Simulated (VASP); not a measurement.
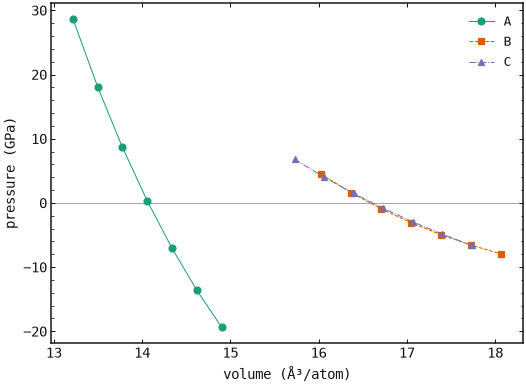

The plot gives the computed pressure against volume, with one curve for each element, for Ag, Ir and Ti (all in space group Fm-3m (No. 225)). The labels are replaced by letters.

Computed with VASP 6.6.1: plane-wave DFT, no spin polarisation; energies at scaled volumes of the given cell, shape and fractions fixed, counted from the fit's minimum, third-order Birch-Murnaghan fit. Level: PBEsol.

| setting | value |
| --- | --- |
| occupations | Fermi–Dirac |
| smearing width | 0.05 eV |
| potentials | VASP PAW PBE potentials, recommended |
| wave cutoff | 520 eV |

Which letter stands for which compound?

A: Ir; B: Ag; C: Ti.
